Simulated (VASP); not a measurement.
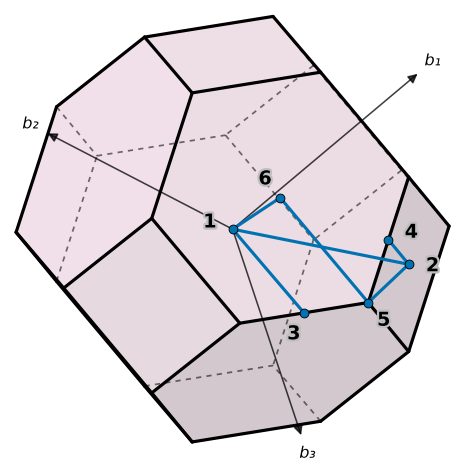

The first Brillouin zone of a face-centred cubic lattice (cF; extended symbol cF2) is drawn with its special points numbered. Crystal: GaAs, an entry of the Crystallography Open Database, as set up for an electronic-structure calculation. The drawing is computed from the coordinates (standard cell, symmetry found to 0.002 Å).

a = 5.654 Å, b = 5.654 Å, c = 5.654 Å, α = 90.00°, β = 90.00°, γ = 90.00°.

Labels and path follow the convention of Hinuma et al. (2017), as computed by seekpath; the arrows show the directions of the reciprocal primitive vectors b₁, b₂, b₃, in which coordinates are given.

Question: Which special point is each number?

Answer:
| no. | label | coordinates |
| --- | --- | --- |
| 1 | Γ | (0, 0, 0) |
| 2 | X | (1/2, 0, 1/2) |
| 3 | K | (3/8, 3/8, 3/4) |
| 4 | U | (5/8, 1/4, 5/8) |
| 5 | W | (1/2, 1/4, 3/4) |
| 6 | L | (1/2, 1/2, 1/2) |
